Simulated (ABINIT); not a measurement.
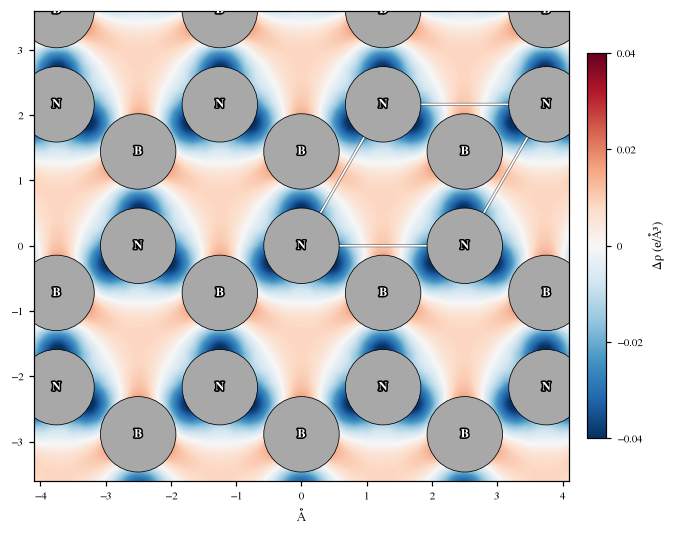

BN. Difference of the valence pseudo-densities of two functionals at the same geometry, on the (111) plane of the calculation cell: PBEsol less r2SCAN.

Space group R3m; a structure from a database of computed crystals, not necessarily the ambient phase.

Both computed with ABINIT (plane waves, PAW), on the same k-point mesh. Grey discs cover the atomic cores.

```
N B
1.0
     1.25112    0.72234    3.37293
    -1.25112    0.72234    3.37293
     0.00000   -1.44467    3.37293
N B
1 1
Direct
  0.66724 0.66724 0.66724
  0.00033 0.00033 0.00033
```

Where does the change of functional move the electrons?

Answer. Against r2SCAN, PBEsol gives less density around N (−0.015 e/Å³ on average at 0.8 Å from the nucleus) and a change of −0.032 e/Å³ at the midpoint of B–N.
